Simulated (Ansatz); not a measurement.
**Run report: AlN, geometry relaxation (part 2 of 2)**

AlN (P3m1, 10 atoms in the cell); DFT PBE, scalar-relativistic, plane waves, PAW, no spin polarisation (Ansatz 0.2.0); cutoff 420 eV, 9×9×3 k-mesh, Gaussian smearing of 0.02 eV. The structure was built on a prototype by a generator; it need not be a known phase. It belongs to a series of runs on one base structure; here: stacking ABACB.

Geometry of the input (Å; fractional positions):
```
3.1302  0.0000  0.0000
-1.5651  2.7108  0.0000
0.0000  0.0000  12.5454
Al 0.0000  0.0000  0.0000
N  0.0000  0.0000  0.1500
Al 0.3333  0.6667  0.2000
N  0.3333  0.6667  0.3500
Al 0.0000  0.0000  0.4000
N  0.0000  0.0000  0.5500
Al 0.6667  0.3333  0.6000
N  0.6667  0.3333  0.7500
Al 0.3333  0.6667  0.8000
N  0.3333  0.6667  0.9500
```

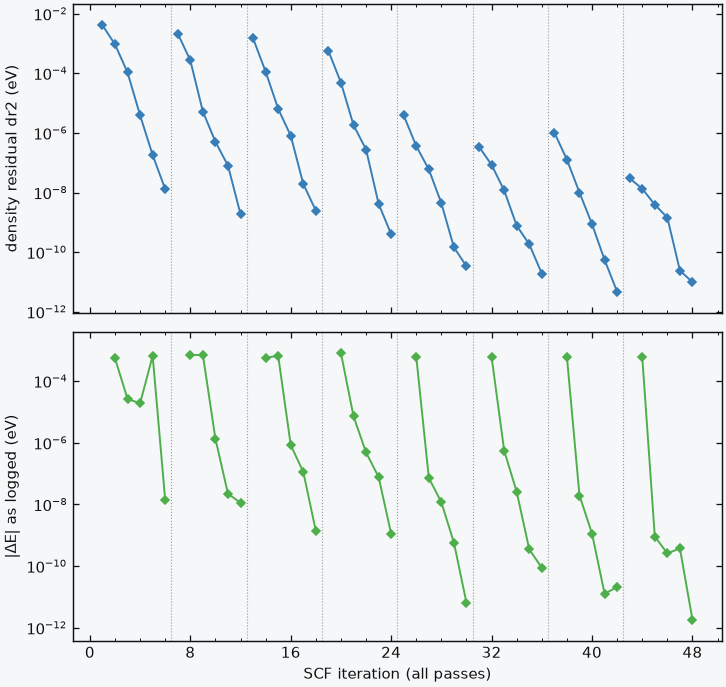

Figure 1. Convergence of the self-consistent field: density residual dr2 and size of the energy change against the SCF iteration. The dotted lines part the SCF passes of the relaxation: geometry steps, rejected trials and re-solves on a re-selected basis. The 8 passes take 6 iterations each, 48 in all.

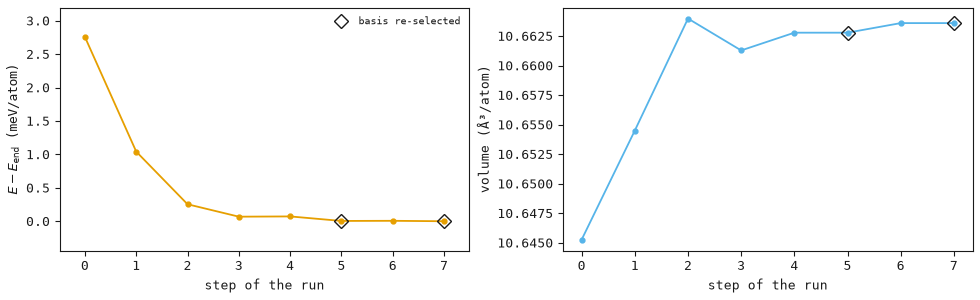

Figure 2. Progress of the relaxation, step by step (the first geometry is step 0 here and step 1 in the log).

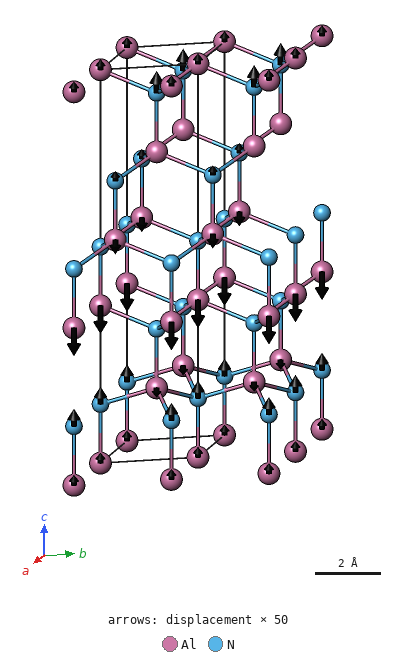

Figure 3. The starting structure with the displacements (without the part carried along by the change of the cell) as black arrows, magnified 50 times (ball-and-stick view of the cell of the calculation, repeated 2 × 2 × 1, seen slightly off an axis). The largest move relative to the cell is that of Al5, 0.018 Å. Largest moves by element: Al 0.018 Å, N 0.014 Å. The volume changes by +0.2 %, with a = b 3.130 → 3.119 Å (−0.4 %), c 12.545 → 12.656 Å (+0.9 %). Among the contacts that change: Al5–N6 1.882 → 1.914 Å, Al1–N2 1.882 → 1.903 Å, N2–Al3 1.913 → 1.903 Å, Al1–N10 1.913 → 1.906 Å. The space group stays P3m1 (No. 156). Over 5 geometry steps the energy falls by 2.7 meV per atom. Largest force component: 0.45 eV/Å at the start, 0.0002 eV/Å at the end. The pressure goes from 0.42 to 0.00 GPa. 1 further SCF at an unchanged geometry re-selected the plane-wave basis for the new cell. The energy change given includes the shifts at the re-selections in mid-walk, which come without any move. A last SCF at the same geometry on a re-selected plane-wave basis shifts the energy by next to nothing (0.0 meV per atom). (Atoms are counted from 1 in the order of the input.)

```
basis re-selected at this cell: Δ(F+E_penalty+E_count) = -6.353e-5 eV, ΔP = +0.000 GPa vs the last step (what re-selecting the basis moved, of the pressure what is left beyond the Pulay correction that the steps carried, after the strain that the cell walked since its last selection, with what the two solves' SCF thresholds leave and, on support functions, any second-order correction that the steps lacked; it is no measure of the basis error at this ecutwfc). This SCF's stress stands 2.52e-3 GPa from its target on what of the cell is left free (relax.cell.stress_tol is 5.00e-2 GPa) and its largest allowed force component is 1.96e-4 eV/Å (relax.f_tol is 1.00e-2 eV/Å): within both
SCF converged after 6 iterations
Free energy (F): -4621.134613 eV
Harris-Foulkes:  -4621.134613 eV  (|F-HF|=1.82e-12)
Internal energy: -4621.134613 eV  (E = F + TS)
E sigma→0 (E₀):  -4621.134613 eV
Fermi energy:    8.704491 eV
--- Per-component energies (eV) ---
  E_band       = 68.961714
  E_kinetic    = 792.599930
  E_local      = -1126.735838  (includes V_loc(G=0)·N_el)
  E_nonlocal   = 276.427679
  E_hartree    = 390.205419
  E_xc         = -507.859631
  E_vxc        = -538.089986  (∫ρ·V_xc dr)
  E_paw        = -2975.169006  (= ΣΔE_a)
  E_vpaw       = -115.651427  (= ΣTr[D̂ρ^β])
  E_aug_tail   = 0.000487  (compensation charges beyond the density's cutoff)
  E_ewald      = -1470.603653
  E_smearing   = -0.000000  (= −TS)
  E_closure    = 0.000000  (closes the sum)
  Σ components = -4621.134613   (vs F -4621.134613, Δ=0.00e0)
--- Forces (eV/Å), atoms counted from 1 ---
  atom   1  Al     0.00000000    -0.00000000    -0.00019303
  atom   2  N      0.00000000     0.00000000     0.00004964
  atom   3  Al     0.00000000     0.00000000    -0.00008456
  atom   4  N     -0.00000000    -0.00000000     0.00002310
  atom   5  Al    -0.00000000    -0.00000000     0.00009181
  atom   6  N      0.00000000     0.00000000    -0.00001788
  atom   7  Al    -0.00000000    -0.00000000     0.00008857
  atom   8  N      0.00000000     0.00000000    -0.00000357
  atom   9  Al    -0.00000000    -0.00000000     0.00007540
  atom  10  N      0.00000000     0.00000000    -0.00000221
  max |Σ_I F_I| component: 2.73e-5 eV/Å
--- Stress (GPa, compression-positive) ---
       -0.001032      -0.000000      -0.000000
       -0.000000      -0.001032      -0.000000
       -0.000000      -0.000000       0.002525
  P = ⅓ Tr σ = 0.0002 GPa (0.002 kbar)
--- Band table (eV; the first three rows and the last of 31) ---
  k-point 0: bands = ["-8.1241", "-7.5629", "-7.5431", "-6.4172", "-6.3184", "1.4348", "1.5601", "4.3740", "4.3949", "6.1619", "6.1619", "6.2935", "6.2935", "6.5139", "6.5139", "6.5526", "6.5526", "6.7500", "6.7500", "6.8003", "10.7881", "12.5707", "12.6379", "13.5481", "13.8488", "16.5017", "17.0379", "17.6694", "17.8149", "17.8149"]
  k-point 1: bands = ["-8.0685", "-7.8427", "-7.1712", "-6.7524", "-6.1280", "1.0533", "2.2826", "3.2805", "5.4794", "6.1540", "6.1540", "6.3322", "6.3322", "6.4048", "6.4295", "6.4295", "6.6217", "6.6217", "6.7339", "6.7339", "11.1169", "11.8578", "13.1895", "13.5008", "13.7900", "16.6049", "17.0103", "17.2346", "17.7883", "17.7883"]
  k-point 2: bands = ["-7.9698", "-7.4212", "-7.4012", "-6.3158", "-6.2163", "1.5847", "1.7119", "4.2175", "4.2687", "5.5054", "5.7245", "5.9020", "5.9590", "6.1154", "6.1692", "6.2793", "6.2897", "6.5655", "6.6961", "6.7419", "11.5025", "12.8999", "13.0010", "14.0283", "14.3813", "15.4850", "16.3355", "16.9057", "17.5288", "17.9520"]
  k-point 30: bands = ["-5.7751", "-5.7370", "-5.6615", "-5.5719", "-5.5622", "2.2061", "2.2253", "2.2425", "2.5761", "2.6224", "2.6874", "3.2344", "3.5887", "3.6370", "4.1784", "4.9347", "4.9488", "5.4140", "5.8280", "5.8500", "12.3777", "12.8521", "12.9314", "13.4690", "14.8305", "15.3138", "15.4139", "16.6411", "16.8854", "16.9387"]
--- Relaxed structure (6 steps of the walk, 6 accepted, 2 SCFs on fresh bases) ---
  F+E_penalty+E_count = -4621.13461278 eV   max|allowed force component| = 1.958e-4 eV/Å   (the final SCF, on the basis selected at the relaxed cell)
  cell:  # Å, volume = 106.6360 Å³
    - [3.1191974440553207, 2.876615683442513e-11, -9.384717403448753e-45]
    - [-1.5595987220525727, 2.7013042259570152, -8.812778473698409e-34]
    - [4.9961850397276794e-83, -4.078461272047337e-33, 12.655734523580882]
  atoms:
    - { symbol: Al, position: [-1.4802973661453342e-17, -2.3684757860264052e-17, 0.0005262557889940151] }
    - { symbol: N, position: [-1.4802973661453342e-17, -2.3684757860264052e-17, 0.15088373135799438] }
    - { symbol: Al, position: [0.33333333333333337, 0.6666666666666666, 0.19951527871202798] }
    - { symbol: N, position: [0.33333333333333337, 0.6666666666666666, 0.3499169195952381] }
    - { symbol: Al, position: [-1.4802973661453342e-17, -2.3684757860264052e-17, 0.39857153763235875] }
    - { symbol: N, position: [-1.4802973661453342e-17, -2.3684757860264052e-17, 0.5498069007958797] }
    - { symbol: Al, position: [0.6666666666666669, 0.33333333333333326, 0.5992700545404048] }
    - { symbol: N, position: [0.6666666666666669, 0.33333333333333326, 0.7504907230883996] }
    - { symbol: Al, position: [0.33333333333333337, 0.6666666666666666, 0.799906758348596] }
    - { symbol: N, position: [0.33333333333333337, 0.6666666666666666, 0.9511118401401072] }
--- Löwdin populations: 10 sites ---
  site symbol       q [e]
     0     Al      1.9230
     1      N      6.0261
     2     Al      1.9105
     3      N      6.0204
     4     Al      1.9235
     5      N      6.0040
     6     Al      1.9361
     7      N      6.0039
     8     Al      1.9362
     9      N      6.0098
  spilling = 0.007659 (of n_electrons = 40.000000)
```

**File populations.tsv**
```
# site	symbol	l	j	q
# orbitals = lowdin
# n_electrons = 40.000000
# spilling = 0.007659
0	Al	0_3S	-	0.570659
0	Al	1_3P	-	1.352354
1	N	0_2S	-	1.402375
1	N	1_2P	-	4.623724
2	Al	0_3S	-	0.564668
2	Al	1_3P	-	1.345843
3	N	0_2S	-	1.401441
3	N	1_2P	-	4.618957
4	Al	0_3S	-	0.567295
4	Al	1_3P	-	1.356189
5	N	0_2S	-	1.403576
5	N	1_2P	-	4.600468
6	Al	0_3S	-	0.573340
6	Al	1_3P	-	1.362780
7	N	0_2S	-	1.403591
7	N	1_2P	-	4.600319
8	Al	0_3S	-	0.573225
8	Al	1_3P	-	1.363005
9	N	0_2S	-	1.404331
9	N	1_2P	-	4.605518
```

**Trajectory as extended XYZ (Å, eV, eV/Å), 8 frames, from step=1 to step=8**
```
10
Lattice="3.1302 0.0000 0.0000 -1.5651 2.7108 0.0000 0.0000 0.0000 12.5454" Properties=species:S:1:pos:R:3:forces:R:3 step=1 energy=-4621.10705 pressure_GPa=0.42
Al    0.0000    0.0000    0.0000    0.0000   0.0000  -0.1138
N     0.0000    0.0000    1.8818    0.0000   0.0000   0.2872
Al    0.0000    1.8072    2.5091    0.0000   0.0000  -0.2919
N     0.0000    1.8072    4.3909    0.0000   0.0000   0.2803
Al    0.0000    0.0000    5.0182    0.0000   0.0000  -0.4524
N     0.0000    0.0000    6.9000    0.0000   0.0000   0.2768
Al    1.5651    0.9036    7.5272    0.0000   0.0000  -0.2786
N     1.5651    0.9036    9.4091    0.0000   0.0000   0.2823
Al    0.0000    1.8072   10.0363    0.0000   0.0000  -0.2783
N     0.0000    1.8072   11.9181    0.0000   0.0000   0.2884
10
Lattice="3.1203 0.0000 0.0000 -1.5601 2.7022 0.0000 0.0000 0.0000 12.6364" Properties=species:S:1:pos:R:3:forces:R:3 step=2 energy=-4621.12420 pressure_GPa=0.20
Al    0.0000    0.0000    0.0109    0.0000   0.0000  -0.1825
N     0.0000    0.0000    1.8988    0.0000   0.0000   0.1910
Al    0.0000    1.8015    2.5289    0.0000   0.0000  -0.1954
N     0.0000    1.8015    4.4171    0.0000   0.0000   0.2004
Al    0.0000    0.0000    5.0478    0.0000   0.0000  -0.2634
N     0.0000    0.0000    6.9411    0.0000   0.0000   0.2525
Al    1.5601    0.9007    7.5813    0.0000   0.0000  -0.2492
N     1.5601    0.9007    9.4746    0.0000   0.0000   0.2544
Al    0.0000    1.8015   10.1146    0.0000   0.0000  -0.2541
N     0.0000    1.8015   12.0078    0.0000   0.0000   0.2464
10
Lattice="3.1183 0.0000 0.0000 -1.5592 2.7005 0.0000 0.0000 0.0000 12.6633" Properties=species:S:1:pos:R:3:forces:R:3 step=3 energy=-4621.13207 pressure_GPa=-0.01
Al    0.0000    0.0000    0.0098    0.0000   0.0000  -0.0925
N     0.0000    0.0000    1.9064    0.0000   0.0000   0.0960
Al    0.0000    1.8004    2.5305    0.0000   0.0000  -0.0953
N     0.0000    1.8004    4.4277    0.0000   0.0000   0.0951
Al    0.0000    0.0000    5.0519    0.0000   0.0000  -0.0964
N     0.0000    0.0000    6.9590    0.0000   0.0000   0.0941
Al    1.5592    0.9002    7.5929    0.0000   0.0000  -0.0952
N     1.5592    0.9002    9.4997    0.0000   0.0000   0.0948
Al    0.0000    1.8004   10.1331    0.0000   0.0000  -0.0945
N     0.0000    1.8004   12.0397    0.0000   0.0000   0.0940
10
Lattice="3.1195 0.0000 0.0000 -1.5597 2.7015 0.0000 0.0000 0.0000 12.6507" Properties=species:S:1:pos:R:3:forces:R:3 step=4 energy=-4621.13393 pressure_GPa=0.03
Al    0.0000    0.0000    0.0064    0.0000   0.0000   0.0056
N     0.0000    0.0000    1.9092    0.0000   0.0000  -0.0067
Al    0.0000    1.8010    2.5237    0.0000   0.0000   0.0044
N     0.0000    1.8010    4.4268    0.0000   0.0000  -0.0002
Al    0.0000    0.0000    5.0420    0.0000   0.0000  -0.0029
N     0.0000    0.0000    6.9555    0.0000   0.0000   0.0045
Al    1.5597    0.9005    7.5810    0.0000   0.0000  -0.0035
N     1.5597    0.9005    9.4944    0.0000   0.0000   0.0040
Al    0.0000    1.8010   10.1194    0.0000   0.0000  -0.0040
N     0.0000    1.8010   12.0325    0.0000   0.0000  -0.0012
10
Lattice="3.1194 0.0000 0.0000 -1.5597 2.7015 0.0000 0.0000 0.0000 12.6533" Properties=species:S:1:pos:R:3:forces:R:3 step=5 energy=-4621.13389 pressure_GPa=0.00
Al    0.0000    0.0000    0.0066    0.0000   0.0000   0.0000
N     0.0000    0.0000    1.9093    0.0000   0.0000  -0.0001
Al    0.0000    1.8010    2.5244    0.0000   0.0000   0.0000
N     0.0000    1.8010    4.4277    0.0000   0.0000   0.0001
Al    0.0000    0.0000    5.0431    0.0000   0.0000   0.0001
N     0.0000    0.0000    6.9570    0.0000   0.0000   0.0001
Al    1.5597    0.9005    7.5827    0.0000   0.0000  -0.0001
N     1.5597    0.9005    9.4963    0.0000   0.0000   0.0000
Al    0.0000    1.8010   10.1214    0.0000   0.0000   0.0001
N     0.0000    1.8010   12.0348    0.0000   0.0000   0.0000
10
Lattice="3.1194 0.0000 0.0000 -1.5597 2.7015 0.0000 0.0000 0.0000 12.6533" Properties=species:S:1:pos:R:3:forces:R:3 step=6 energy=-4621.13457 pressure_GPa=0.01
Al    0.0000    0.0000    0.0066    0.0000   0.0000   0.0001
N     0.0000    0.0000    1.9093    0.0000   0.0000  -0.0002
Al    0.0000    1.8010    2.5244    0.0000   0.0000   0.0001
N     0.0000    1.8010    4.4277    0.0000   0.0000   0.0000
Al    0.0000    0.0000    5.0431    0.0000   0.0000   0.0003
N     0.0000    0.0000    6.9570    0.0000   0.0000   0.0000
Al    1.5597    0.9005    7.5827    0.0000   0.0000   0.0001
N     1.5597    0.9005    9.4963    0.0000   0.0000  -0.0002
Al    0.0000    1.8010   10.1214    0.0000   0.0000   0.0002
N     0.0000    1.8010   12.0348    0.0000   0.0000  -0.0002
10
Lattice="3.1192 0.0000 0.0000 -1.5596 2.7013 0.0000 0.0000 0.0000 12.6557" Properties=species:S:1:pos:R:3:forces:R:3 step=7 energy=-4621.13455 pressure_GPa=-0.00
Al    0.0000    0.0000    0.0067    0.0000   0.0000  -0.0002
N     0.0000    0.0000    1.9095    0.0000   0.0000   0.0000
Al    0.0000    1.8009    2.5250    0.0000   0.0000  -0.0001
N     0.0000    1.8009    4.4285    0.0000   0.0000   0.0000
Al    0.0000    0.0000    5.0442    0.0000   0.0000   0.0001
N     0.0000    0.0000    6.9582    0.0000   0.0000   0.0000
Al    1.5596    0.9004    7.5842    0.0000   0.0000   0.0001
N     1.5596    0.9004    9.4980    0.0000   0.0000   0.0000
Al    0.0000    1.8009   10.1234    0.0000   0.0000   0.0001
N     0.0000    1.8009   12.0370    0.0000   0.0000   0.0000
10
Lattice="3.1192 0.0000 0.0000 -1.5596 2.7013 0.0000 0.0000 0.0000 12.6557" Properties=species:S:1:pos:R:3:forces:R:3 step=8 energy=-4621.13461 pressure_GPa=0.00
Al    0.0000    0.0000    0.0067    0.0000   0.0000  -0.0002
N     0.0000    0.0000    1.9095    0.0000   0.0000   0.0001
Al    0.0000    1.8009    2.5250    0.0000   0.0000  -0.0001
N     0.0000    1.8009    4.4285    0.0000   0.0000   0.0000
Al    0.0000    0.0000    5.0442    0.0000   0.0000   0.0001
N     0.0000    0.0000    6.9582    0.0000   0.0000   0.0000
Al    1.5596    0.9004    7.5842    0.0000   0.0000   0.0001
N     1.5596    0.9004    9.4980    0.0000   0.0000   0.0000
Al    0.0000    1.8009   10.1234    0.0000   0.0000   0.0001
N     0.0000    1.8009   12.0370    0.0000   0.0000   0.0000
```

**Results in brief**

| quantity | value |
| --- | --- |
| outcome | converged |
| space group (tolerance 0.01 Å) | P3m1 (156) |
| electrons treated | 40 |
| free energy | −4621.1346 eV |
| Fermi energy | 8.704 eV |
| gap on the k-point mesh | 3.81 eV |
| pressure | 0.00 GPa |
| final volume | 106.64 Å³ |
| largest force (length of the vector) at the end | under 0.001 eV/Å |
| final cell | a = 3.119 Å, b = 3.119 Å, c = 12.656 Å, α = 90.00°, β = 90.00°, γ = 120.00° |
| hardware | 1 thread of Intel Xeon (Granite Rapids), 64 GiB of memory available, shared host |
| wall time | 37 s |
| peak memory | 0.43 GiB |
